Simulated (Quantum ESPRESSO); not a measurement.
**MgS: 7 runs along one coordinate**

System: MgS (Fm-3m, 2 atoms in the cell).
Method: Kohn-Sham DFT of a periodic cell, LDA, PseudoDojo 0.4.1 SR LDA standard, no spin polarisation (Quantum ESPRESSO 7.5).

The 7 runs differ only in the geometry, by an even scaling of the cell at fixed fractional positions. The structure derives from an entry of the Crystallography Open Database.

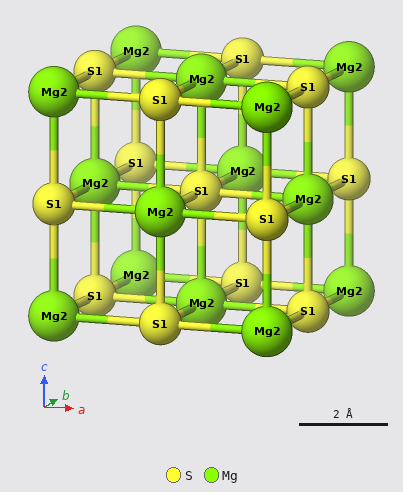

Figure 1. The structure of run 4 (ball-and-stick view of the cell 4 times as large as that of the calculation, set on its symmetry axes, seen slightly off an axis; atoms are numbered from 1 in the order of the input).

**Input file of run 4**
```
&CONTROL
  calculation = 'scf'
  prefix = 'pwscf'
  outdir = './tmp'
  pseudo_dir = './pseudo'
  tprnfor = .true.
  tstress = .true.
  disk_io = 'low'
/
&SYSTEM
  ibrav = 0
  nat = 2
  ntyp = 2
  ecutwfc = 84
  nbnd = 14
  occupations = 'smearing'
  smearing = 'fd'
  degauss = 0.00367493
/
&ELECTRONS
  conv_thr = 4d-10
  electron_maxstep = 120
  mixing_beta = 0.5
/
ATOMIC_SPECIES
S     32.0600 S.upf
Mg    24.3050 Mg.upf
CELL_PARAMETERS angstrom
   0.0000000000    2.6016500000    2.6016500000
   2.6016500000    0.0000000000    2.6016500000
   2.6016500000    2.6016500000    0.0000000000
ATOMIC_POSITIONS angstrom
S      2.6016500000    2.6016500000    2.6016500000
Mg     0.0000000000    0.0000000000    0.0000000000
K_POINTS automatic
9 9 9 0 0 0
```

**File bands.in of run 4**
```
&CONTROL
  calculation = 'bands'
  prefix = 'pwscf'
  outdir = './tmp'
  pseudo_dir = './pseudo'
  disk_io = 'low'
  verbosity = 'high'
/
&SYSTEM
  ibrav = 0
  nat = 2
  ntyp = 2
  ecutwfc = 84
  nbnd = 14
  occupations = 'smearing'
  smearing = 'fd'
  degauss = 0.00367493
/
&ELECTRONS
  conv_thr = 1d-08
  electron_maxstep = 120
  mixing_beta = 0.5
  diago_full_acc = .true.
/
ATOMIC_SPECIES
S     32.0600 S.upf
Mg    24.3050 Mg.upf
CELL_PARAMETERS angstrom
   0.0000000000    2.6016500000    2.6016500000
   2.6016500000    0.0000000000    2.6016500000
   2.6016500000    2.6016500000    0.0000000000
ATOMIC_POSITIONS angstrom
S      2.6016500000    2.6016500000    2.6016500000
Mg     0.0000000000    0.0000000000    0.0000000000
K_POINTS crystal
60
 0.0000000000  0.0000000000  0.0000000000 1
 0.0625000000  0.0000000000  0.0625000000 1
 0.1250000000  0.0000000000  0.1250000000 1
 0.1875000000  0.0000000000  0.1875000000 1
 0.2500000000  0.0000000000  0.2500000000 1
 0.3125000000  0.0000000000  0.3125000000 1
 0.3750000000  0.0000000000  0.3750000000 1
 0.4375000000  0.0000000000  0.4375000000 1
 0.5000000000  0.0000000000  0.5000000000 1
 0.5000000000  0.0625000000  0.5625000000 1
 0.5000000000  0.1250000000  0.6250000000 1
 0.5000000000  0.1875000000  0.6875000000 1
 0.5000000000  0.2500000000  0.7500000000 1
 0.4375000000  0.3125000000  0.7500000000 1
 0.3750000000  0.3750000000  0.7500000000 1
 0.3375000000  0.3375000000  0.6750000000 1
 0.3000000000  0.3000000000  0.6000000000 1
 0.2625000000  0.2625000000  0.5250000000 1
 0.2250000000  0.2250000000  0.4500000000 1
 0.1875000000  0.1875000000  0.3750000000 1
 0.1500000000  0.1500000000  0.3000000000 1
 0.1125000000  0.1125000000  0.2250000000 1
 0.0750000000  0.0750000000  0.1500000000 1
 0.0375000000  0.0375000000  0.0750000000 1
 0.0000000000  0.0000000000  0.0000000000 1
 0.0625000000  0.0625000000  0.0625000000 1
 0.1250000000  0.1250000000  0.1250000000 1
 0.1875000000  0.1875000000  0.1875000000 1
 0.2500000000  0.2500000000  0.2500000000 1
 0.3125000000  0.3125000000  0.3125000000 1
 0.3750000000  0.3750000000  0.3750000000 1
 0.4375000000  0.4375000000  0.4375000000 1
 0.5000000000  0.5000000000  0.5000000000 1
 0.5250000000  0.4500000000  0.5250000000 1
 0.5500000000  0.4000000000  0.5500000000 1
 0.5750000000  0.3500000000  0.5750000000 1
 0.6000000000  0.3000000000  0.6000000000 1
 0.6250000000  0.2500000000  0.6250000000 1
 0.5833333333  0.2500000000  0.6666666667 1
 0.5416666667  0.2500000000  0.7083333333 1
 0.5000000000  0.2500000000  0.7500000000 1
 0.5000000000  0.2857142857  0.7142857143 1
 0.5000000000  0.3214285714  0.6785714286 1
 0.5000000000  0.3571428571  0.6428571429 1
 0.5000000000  0.3928571429  0.6071428571 1
 0.5000000000  0.4285714286  0.5714285714 1
 0.5000000000  0.4642857143  0.5357142857 1
 0.5000000000  0.5000000000  0.5000000000 1
 0.4821428571  0.4821428571  0.5357142857 1
 0.4642857143  0.4642857143  0.5714285714 1
 0.4464285714  0.4464285714  0.6071428571 1
 0.4285714286  0.4285714286  0.6428571429 1
 0.4107142857  0.4107142857  0.6785714286 1
 0.3928571429  0.3928571429  0.7142857143 1
 0.3750000000  0.3750000000  0.7500000000 1
 0.6250000000  0.2500000000  0.6250000000 1
 0.5937500000  0.1875000000  0.5937500000 1
 0.5625000000  0.1250000000  0.5625000000 1
 0.5312500000  0.0625000000  0.5312500000 1
 0.5000000000  0.0000000000  0.5000000000 1
```

Command:
```bash
OMP_NUM_THREADS=1 pw.x -in pw.in > pw.out
OMP_NUM_THREADS=1 pw.x -in bands.in > bands.out
```

Lattice vectors (Å) and fractional positions of run 4:
```
   0.000000    2.601650    2.601650
   2.601650    0.000000    2.601650
   2.601650    2.601650    0.000000
S   0.500000  0.500000  0.500000
Mg  0.000000  0.000000  0.000000
```

Run 6 has the same physical settings and fractional positions; its lattice vectors (Å) are:
```
   0.000000    2.635886    2.635886
   2.635886    0.000000    2.635886
   2.635886    2.635886    0.000000
```

**Results, with one run withheld**

```csv
run,volume per atom (Å³),"free energy per atom, from the lowest run given (meV)",pressure (GPa),gap on the mesh (eV)
1,16.553,1.84,1.74,2.82
2,16.905,0.00,−0.08,2.78
3,17.257,1.95,−1.71,2.74
4,17.609,7.32,−3.18,2.69
5,17.962,15.76,−4.51,2.65
6,18.314,?,?,?
7,18.666,40.65,−6.77,2.57
```

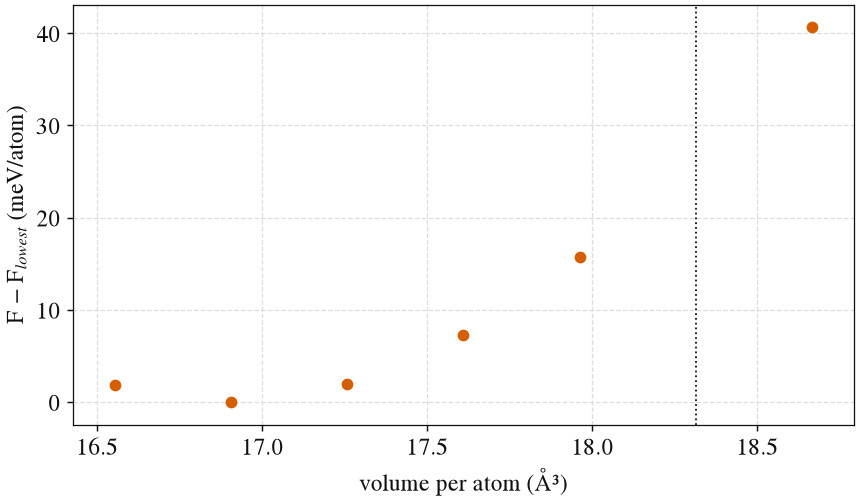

Figure 2. Free energy per atom of the runs given; the dotted line marks run 6.

What should run 6 give?

A cubic polynomial in V^(−2/3) (the Birch–Murnaghan form), fitted to the 6 runs given, misses them by at most 0.01 meV per atom. With x = V^(−2/3) − 0.14853 Å⁻², it reads F = 4.8011 − 2859.5 x + 4.2547e+05 x² + 93084 x³ (meV per atom). At run 6 it gives 26.96 meV per atom, and the run itself gives 26.96. The slope of the fit gives a pressure −dF/dV of −5.68 GPa there, and the run prints −5.70 GPa. The fit has its minimum at 16.894 Å³ per atom, where V d²F/dV² gives 82.9 GPa: the bulk modulus at this level, since symmetry fixes the shape and the positions. The gap on the mesh goes, without turning, from 2.82 eV in run 1 to 2.57 eV in run 7; run 6 has 2.61 eV. These are gaps of this functional on this mesh, which can miss the band edges; they aren't the measured gap.

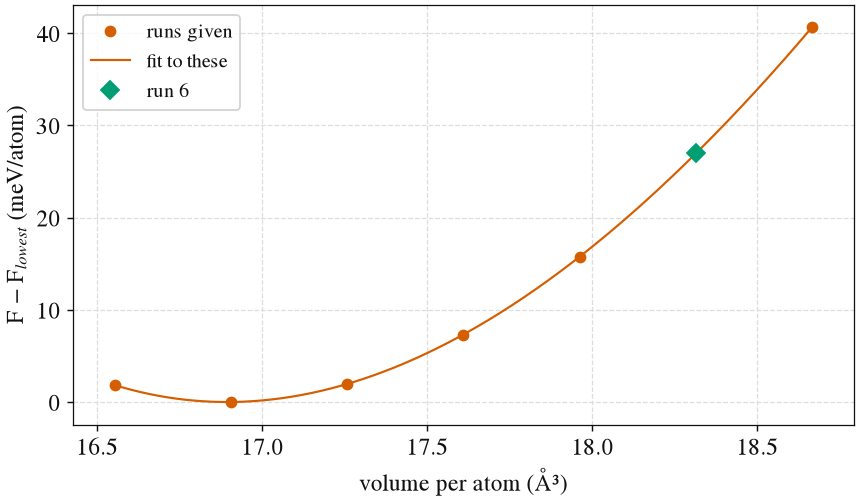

Figure 3. The fit and the withheld run.

**Some lines of the output (run 6)**
```
[...]
     unit-cell volume          =     247.1761 (a.u.)^3
     number of k points=    35  Fermi-Dirac smearing, width (Ry)=  0.0037
     total energy              =    -140.87765999 Ry
     total energy              =    -140.89486506 Ry
     total energy              =    -140.89488249 Ry
     total energy              =    -140.89490928 Ry
     total energy              =    -140.89491215 Ry
     total energy              =    -140.89491226 Ry
     total energy              =    -140.89491227 Ry
     the Fermi energy is     7.0400 ev
!    total energy              =    -140.89491227 Ry
     The total energy is F=E-TS. E is the sum of the following terms:
     Computing stress (Cartesian axis) and pressure
          total   stress  (Ry/bohr**3)                   (kbar)     P=      -56.98
```
